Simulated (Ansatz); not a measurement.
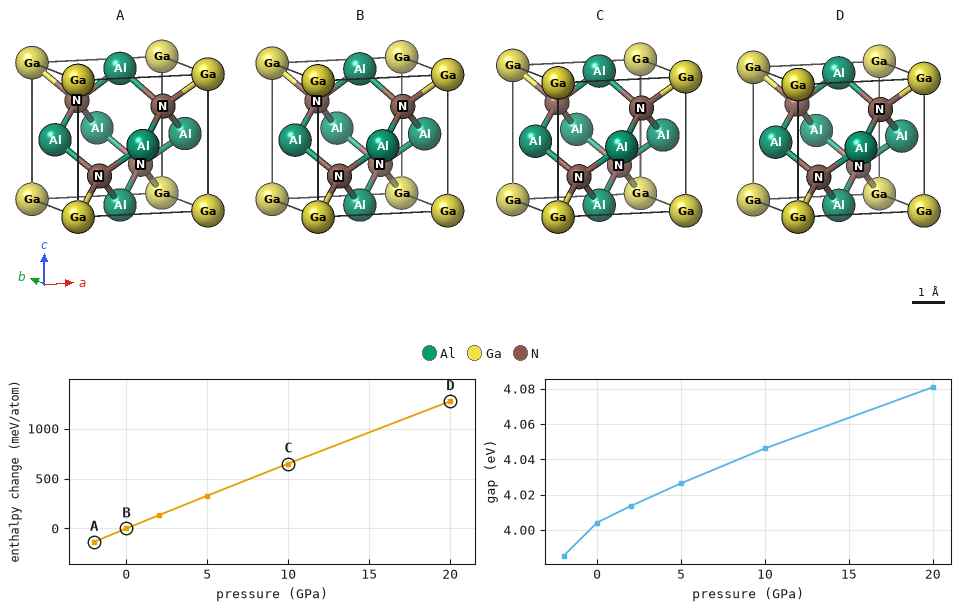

Members of a series of calculations on crystalline Al3GaN4 (set up in P-43m), marked on the first curve. The picture is a ball-and-stick view of the cell of the calculation, seen slightly off an axis.

Level of theory: DFT r2SCAN, scalar-relativistic, plane waves, PAW in Ansatz 0.2.0. (plane-wave cutoff 500 eV; k-point mesh 6 × 6 × 6; occupations gaussian; smearing width 0.02 eV; no spin polarisation)

> Describe the series.

The structure is relaxed at several pressures. A (pressure −2.0 GPa): enthalpy change −134 meV/atom, volume 10.76 Å³ per atom, gap 3.99 eV. B (pressure 0.0 GPa): enthalpy change 0.0 meV/atom, volume 10.66 Å³ per atom, gap 4.00 eV. C (pressure 10.0 GPa): enthalpy change 650 meV/atom, volume 10.19 Å³ per atom, gap 4.05 eV. D (pressure 20.0 GPa): enthalpy change 1274 meV/atom, volume 9.82 Å³ per atom, gap 4.08 eV. The rest compares A with D. The volume changes by −8.8 %, with a = b = c 4.416 → 4.282 Å (−3.0 %). Some distances before and after: Ga–N 1.954 → 1.896 Å, Al–N 1.898 → 1.841 Å.
